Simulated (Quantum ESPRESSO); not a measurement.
## Energy of PbS along an even scaling of the cell

System: PbS (Fm-3m, 2 atoms in the cell).
Method: Kohn-Sham DFT of a periodic cell, rev-vdW-DF2, PseudoDojo 0.4.1 SR PBE standard, no spin polarisation (Quantum ESPRESSO 7.5).

The 7 runs differ only in the geometry, by an even scaling of the cell at fixed fractional positions. The structure derives from an entry of the Crystallography Open Database.

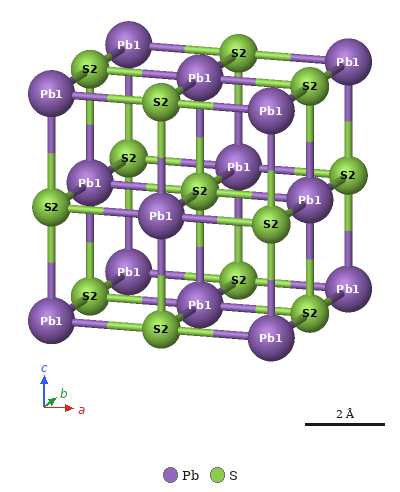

Figure 1. The structure of run 4 (ball-and-stick view of the cell 4 times as large as that of the calculation, set on its symmetry axes, seen slightly off an axis; atoms are numbered from 1 in the order of the input).

**Input of run 4**
```
&CONTROL
  calculation = 'scf'
  prefix = 'pwscf'
  outdir = './tmp'
  pseudo_dir = './pseudo'
  tprnfor = .true.
  tstress = .true.
  disk_io = 'nowf'
/
&SYSTEM
  ibrav = 0
  nat = 2
  ntyp = 2
  ecutwfc = 56
  nbnd = 16
  input_dft = 'vdw-df2-b86r'
  occupations = 'smearing'
  smearing = 'fd'
  degauss = 0.00367493
/
&ELECTRONS
  conv_thr = 4d-10
  electron_maxstep = 120
  mixing_beta = 0.5
/
ATOMIC_SPECIES
Pb   207.2000 Pb.upf
S     32.0600 S.upf
CELL_PARAMETERS angstrom
   0.0000000000    2.9657500000    2.9657500000
   2.9657500000    0.0000000000    2.9657500000
   2.9657500000    2.9657500000    0.0000000000
ATOMIC_POSITIONS crystal
Pb     0.0000000000    0.0000000000    0.0000000000
S      0.5000000000    0.5000000000    0.5000000000
K_POINTS automatic
8 8 8 0 0 0
```

Command:
```bash
OMP_NUM_THREADS=1 pw.x -in pw.in > pw.out
```

Lattice vectors (Å) and fractional positions of run 4:
```
   0.000000    2.965750    2.965750
   2.965750    0.000000    2.965750
   2.965750    2.965750    0.000000
Pb  0.000000  0.000000  0.000000
S   0.500000  0.500000  0.500000
```

Run 2 differs from it as follows:
```diff
-   0.0000000000    2.9657500000    2.9657500000
-   2.9657500000    0.0000000000    2.9657500000
-   2.9657500000    2.9657500000    0.0000000000
+   0.0000000000    2.9256673838    2.9256673838
+   2.9256673838    0.0000000000    2.9256673838
+   2.9256673838    2.9256673838    0.0000000000
```

**Results, with one run withheld**

| run | volume per atom (Å³) | free energy per atom, from the lowest run given (meV) | pressure (GPa) | gap on the mesh (eV) |
| --- | --- | --- | --- | --- |
| 1 | 24.521 | 33.44 | 5.45 | 0.11 |
| 2 | 25.042 | ? | ? | ? |
| 3 | 25.564 | 7.92 | 2.47 | 0.27 |
| 4 | 26.086 | 1.97 | 1.19 | 0.35 |
| 5 | 26.607 | 0.00 | 0.03 | 0.41 |
| 6 | 27.129 | 1.61 | −1.01 | 0.48 |
| 7 | 27.651 | 6.44 | −1.95 | 0.53 |

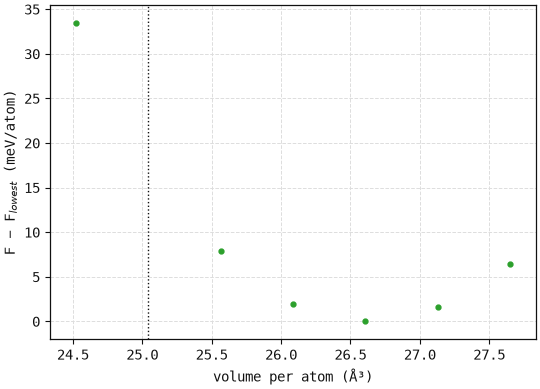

Figure 2. Free energy per atom of the runs given; the dotted line marks run 2.

What should run 2 give?

A cubic polynomial in V^(−2/3) (the Birch–Murnaghan form), fitted to the 6 runs given, misses them by at most 0.01 meV per atom. With x = V^(−2/3) − 0.11329 Å⁻², it reads F = 1.0794 + 1895.1 x + 8.3259e+05 x² + 7.8391e+05 x³ (meV per atom). At run 2 it gives 18.26 meV per atom, and the run itself gives 18.26. The slope of the fit gives a pressure −dF/dV of 3.90 GPa there, and the run prints 3.89 GPa. The fit has its minimum at 26.626 Å³ per atom, where V d²F/dV² gives 55.8 GPa: the bulk modulus at this level, since symmetry fixes the shape and the positions. The gap on the mesh goes, without turning, from 0.11 eV in run 1 to 0.53 eV in run 7; run 2 has 0.20 eV. These are gaps of this functional on this mesh, which can miss the band edges; they aren't the measured gap.

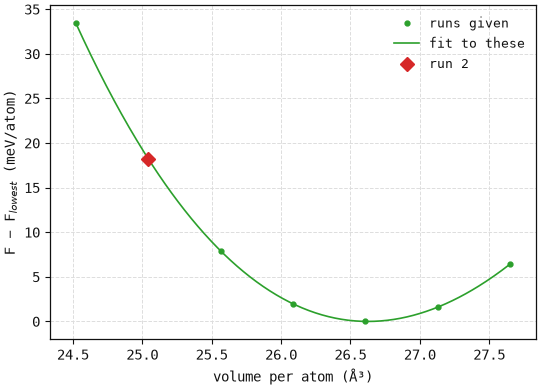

Figure 3. The fit and the withheld run.

**Some lines of the output (run 2)**
```
[...]
     number of k points=    29  Fermi-Dirac smearing, width (Ry)=  0.0037
     total energy              =    -162.95881286 Ry
     total energy              =    -162.98862061 Ry
     total energy              =    -162.99132549 Ry
     total energy              =    -162.99137179 Ry
     total energy              =    -162.99137150 Ry
     total energy              =    -162.99137238 Ry
     total energy              =    -162.99137249 Ry
     total energy              =    -162.99137250 Ry
     the Fermi energy is     9.4025 ev
!    total energy              =    -162.99137250 Ry
     The total energy is F=E-TS. E is the sum of the following terms:
     Computing stress (Cartesian axis) and pressure
          total   stress  (Ry/bohr**3)                   (kbar)     P=       38.90
```

Notes: The record of the run, not the program, notes: potentials made for another functional. Points of doubt noted for this run: potentials made for another functional. Spin–orbit coupling is left out, which matters for Pb.
